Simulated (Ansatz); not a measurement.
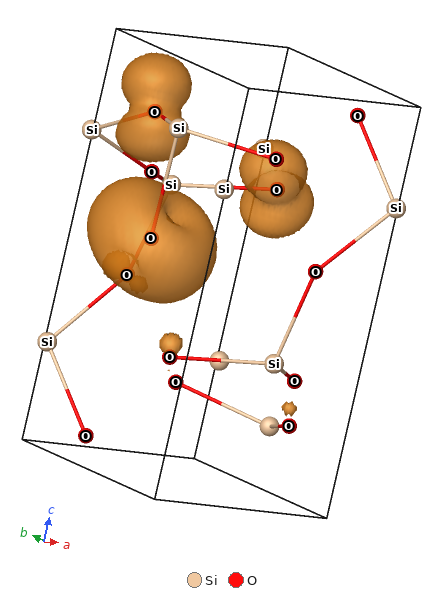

The picture shows: Si6O13 (cell with a defect). Isosurfaces of the spin density at +0.05 (orange) and −0.05 e/Å³ (purple), seen slightly off an axis. Sticks mark near contacts.

PAW files of the earlier set (soft_1); spin-polarised.

Computed with DFT PBE, scalar-relativistic, plane waves, PAW (Ansatz 0.2.0).

Core electrons are frozen (PAW), and the valence fields are smoothed inside the atomic spheres.

```yaml
crystal:
  lattice:
    - [6.89298, -2.42119, 0.00000]
    - [6.89298, 2.42119, 0.00000]
    - [-5.50069, 0.00000, 6.79667]
  atoms:
    - { symbol: Si, position: [0.42731, 0.89484, 0.65534] }
    - { symbol: Si, position: [0.10665, 0.54553, 0.82827] }
    - { symbol: Si, position: [0.57580, 0.09038, 0.34334] }
    - { symbol: Si, position: [0.90895, 0.42541, 0.15778] }
    - { symbol: Si, position: [0.00355, 0.98578, 0.24025] }
    - { symbol: Si, position: [0.99702, 0.00665, 0.75309] }
    - { symbol: O, position: [0.74008, 0.12115, 0.30404] }
    - { symbol: O, position: [0.87519, 0.25063, 0.18249] }
    - { symbol: O, position: [0.26519, 0.85248, 0.68536] }
    - { symbol: O, position: [0.13045, 0.76264, 0.83844] }
    - { symbol: O, position: [0.30114, 0.90146, 0.42962] }
    - { symbol: O, position: [0.09556, 0.68551, 0.05962] }
    - { symbol: O, position: [0.21423, 0.37812, 0.30103] }
    - { symbol: O, position: [0.62028, 0.78704, 0.19922] }
    - { symbol: O, position: [0.78913, 0.59872, 0.70318] }
    - { symbol: O, position: [0.40110, 0.18389, 0.81919] }
    - { symbol: O, position: [0.90865, 0.30870, 0.93123] }
    - { symbol: O, position: [0.69651, 0.09677, 0.57230] }
    - { symbol: O, position: [0.04591, 0.48800, 0.56634] }
```

Which atoms carry the moments, and with what signs?

The spin density sits on O: +1.2 μB in one cell of 19 atoms, with smaller moments on other sites: O (up to +0.21 μB): a single local moment. The cell of the calculation (19 atoms) carries 2.0 μB of net spin moment. Only one sign reaches the isovalue.
